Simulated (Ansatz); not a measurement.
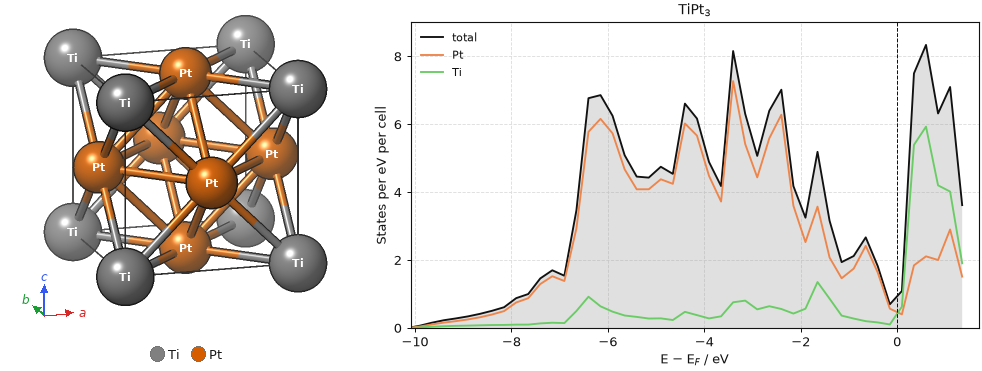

Density of states, beside the structure. Energies are counted from the Fermi level. The partial curves are projected on Löwdin-orthogonalised atomic shells.

Calculation on TiPt3, space group Pm-3m (No. 221), 4 atoms in the cell; a = 3.92 Å, b = 3.92 Å, c = 3.92 Å, α = 90.00°, β = 90.00°, γ = 90.00°.

Ansatz; DFT with PBE, PAW plane waves, no spin polarisation, 9×9×9 k mesh, 420 eV cutoff, Fermi-Dirac smearing of 0.1 eV.

### Metal or insulator, and how many states lie at the Fermi level?

It is a metal. The density of states at the Fermi level isn't well fixed here: it changes fast, and within 0.3 eV it runs from 0.7 to 6.2 per eV and cell.

The cell is at 6 GPa in this functional. Spin-orbit coupling is left out, which matters for Pt.
